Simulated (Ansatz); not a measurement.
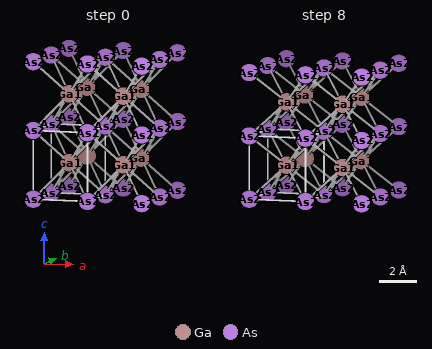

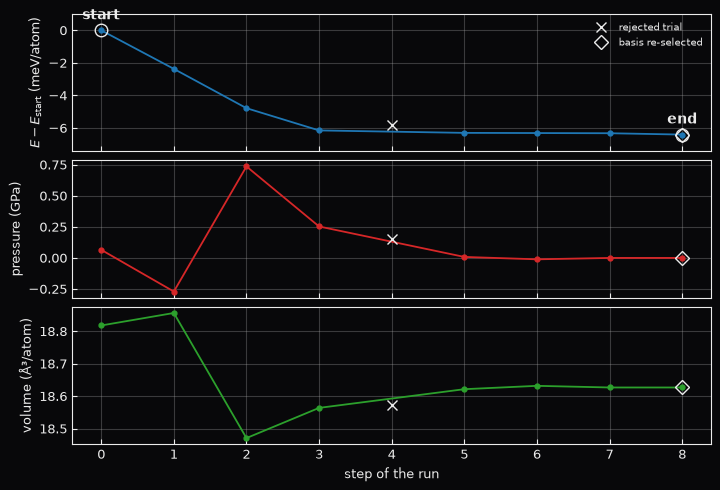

First and last geometry of a relaxation of solid GaAs (built on the CuAu (L1_0)_123 type), with the history of the run. A ball-and-stick model of the cell of the calculation, repeated 2 × 2 × 2 with one cell outlined, seen slightly off an axis.

Case: CuAu (L1_0) type (P4/mmm, No. 123).

All numbers below come from Ansatz 0.2.0, DFT r2SCAN, scalar-relativistic, plane waves, PAW. Set-up: plane-wave cutoff 500 eV; k-point mesh 18 × 18 × 14; occupations gaussian; smearing width 0.1 eV; no spin polarisation; cell and atoms relaxed; force threshold 0.01 eV/Å; at most 80 steps.

### Read the history and describe the run.

It converged. After 6 accepted moves (8 points after the start) the energy has fallen by 6.4 meV per atom. All forces vanish by symmetry, so only the cell relaxes. Pressure: 0.07 GPa at the start and 0.00 GPa at the end. The line search rejected the trial step at point 4 of the run. The SCF was repeated once at an unchanged geometry on a basis and grid sized afresh for the cell, which shifted the energy by 0.1 meV per atom at most. The atoms keep their places relative to the cell (all moves are under 0.005 Å). Cell: a = b 3.142 → 3.257 Å (+3.6 %), c 3.813 → 3.513 Å (−7.9 %). Volume −1.0 %. Near-neighbour distances that change, for instance: Ga1–As2 2.927 → 2.896 Å. The space group stays P4/mmm (No. 123).

```
step  E − E(0), meV/atom  pressure, GPa  volume, Å³/atom                      note
   0                0.00           0.07           18.818                          
   1               -2.37          -0.27           18.856                          
   2               -4.78           0.74           18.471                          
   3               -6.15           0.25           18.564                          
   4               -5.81           0.15           18.573                  rejected
   5               -6.30           0.01           18.622                          
   6               -6.31          -0.01           18.632                          
   7               -6.32           0.00           18.627                          
   8               -6.40           0.00           18.627  same geometry, new basis
```
